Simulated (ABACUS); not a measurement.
# A series of single points on Bi

System: Bi (Im-3m, 1 atom in the cell).
Method: Kohn-Sham DFT of a periodic cell, PBEsol, SG15 ONCV 1.2 PBE, no spin polarisation (ABACUS 3.10.1).

The 7 runs differ only in the geometry, by an even scaling of the cell at fixed fractional positions. The structure derives from a Materials Project entry.

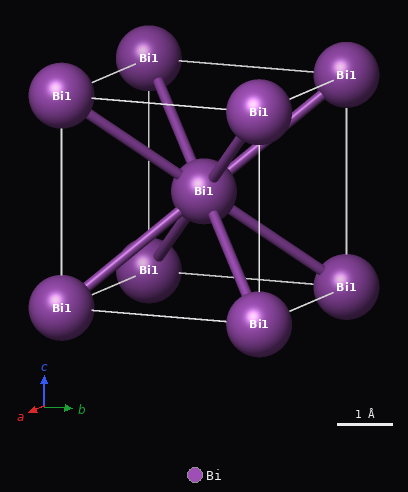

Figure 1. The structure of run 4 (ball-and-stick view of the cell 2 times as large as that of the calculation, set on its symmetry axes, seen slightly off an axis; atoms are numbered from 1 in the order of the input).

**The input of run 4**
```
INPUT_PARAMETERS
suffix              Bi
calculation         scf
basis_type          lcao
pseudo_dir          ./
orbital_dir         ./
symmetry            1
dft_functional      pbesol
ecutwfc             100
pseudo_rcut         10
nspin               1
nbands              12
ks_solver           genelpa
smearing_method     fd
smearing_sigma      0.00367493
scf_thr             1e-07
scf_nmax            100
mixing_type         broyden
mixing_beta         0.7
cal_force           1
cal_stress          1
out_mul             1
```

**File STRU of run 4**
```
ATOMIC_SPECIES
Bi 208.9804 Bi_ONCV_PBE-1.2.upf

NUMERICAL_ORBITAL
Bi_confined-atom_8au_2s2p2d.orb

LATTICE_CONSTANT
1.8897261246

LATTICE_VECTORS
-1.9814305318 1.9814305318 1.9814305318
1.9814305318 -1.9814305318 1.9814305318
1.9814305318 1.9814305318 -1.9814305318

ATOMIC_POSITIONS
Cartesian

Bi
0.0
1
0.0000000000 0.0000000000 0.0000000000 1 1 1
```

**File KPT of run 4**
```
K_POINTS
0
Gamma
8 8 8 0 0 0
```

Command:
```bash
OMP_NUM_THREADS=1 mpirun -np 4 abacus > log
```

Run 5 differs from it as follows:
```diff
--1.9814305318 1.9814305318 1.9814305318
-1.9814305318 -1.9814305318 1.9814305318
-1.9814305318 1.9814305318 -1.9814305318
+-1.9945529707 1.9945529707 1.9945529707
+1.9945529707 -1.9945529707 1.9945529707
+1.9945529707 1.9945529707 -1.9945529707
```

**Results, with one run withheld**

| run | volume per atom (Å³) | free energy per atom, from the lowest run given (meV) | pressure (GPa) |
| --- | --- | --- | --- |
| 1 | 29.250 | 18.82 | 3.91 |
| 2 | 29.872 | 6.83 | 2.29 |
| 3 | 30.495 | 0.77 | 0.85 |
| 4 | 31.117 | 0.00 | −0.43 |
| 5 | 31.739 | ? | ? |
| 6 | 32.362 | 12.01 | −2.58 |
| 7 | 32.984 | 23.79 | −3.46 |

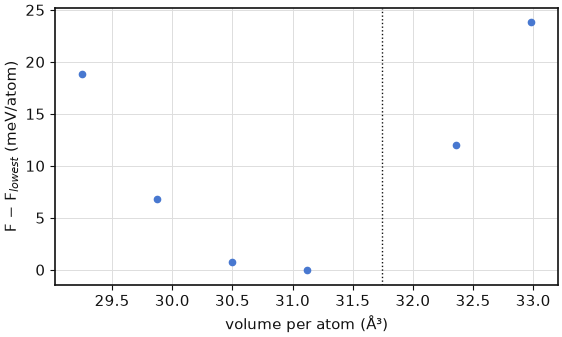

Figure 2. Free energy per atom of the runs given; the dotted line marks run 5.

Fit the runs given and predict run 5.

A cubic polynomial in V^(−2/3) (the Birch–Murnaghan form), fitted to the 6 runs given, misses them by under 0.01 meV per atom. With x = V^(−2/3) − 0.10141 Å⁻², it reads F = −0.26477 − 374.6 x + 1.3104e+06 x² + 5.6621e+06 x³ (meV per atom). At run 5 it gives 3.92 meV per atom, and the run itself gives 3.92. The slope of the fit gives a pressure −dF/dV of −1.57 GPa there, and the run prints −1.57 GPa. The fit has its minimum at 30.900 Å³ per atom, where V d²F/dV² gives 62.4 GPa: the bulk modulus at this level, since symmetry fixes the shape and the positions.

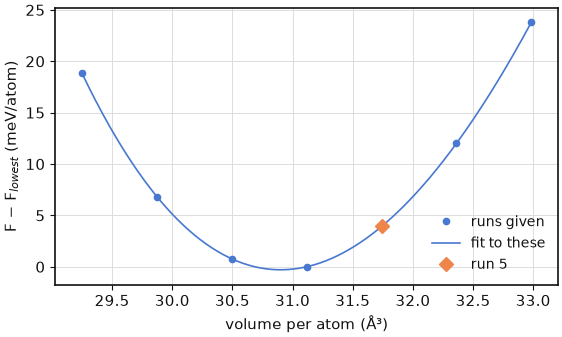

Figure 3. The fit and the withheld run.

**Some lines of the output (run 5)**
```
[...]
                          Volume (Bohr^3) = 214.187
                             Volume (A^3) = 31.7392
 E_Fermi        0.8993516711         12.2363072332
 E_Fermi        0.8920628718         12.1371380308
 E_Fermi        0.8907840242         12.1197384164
 E_Fermi        0.8905032797         12.1159186922
 E_Fermi        0.8905059318         12.1159547747
 E_Fermi        0.8905053439         12.1159467767
 E_KS(sigma->0) -135.7060035291      -1846.3749008044
 E_Fermi        0.8905054460         12.1159481657
 final etot is -1846.3782222 eV
 EFERMI = 12.115948166 eV
 TOTAL-PRESSURE: -15.674351 KBAR
 !FINAL_ETOT_IS -1846.3782221954488705 eV
```

Notes: Points of doubt noted for this run: home made orbitals. Spin–orbit coupling is left out, which matters for Bi.
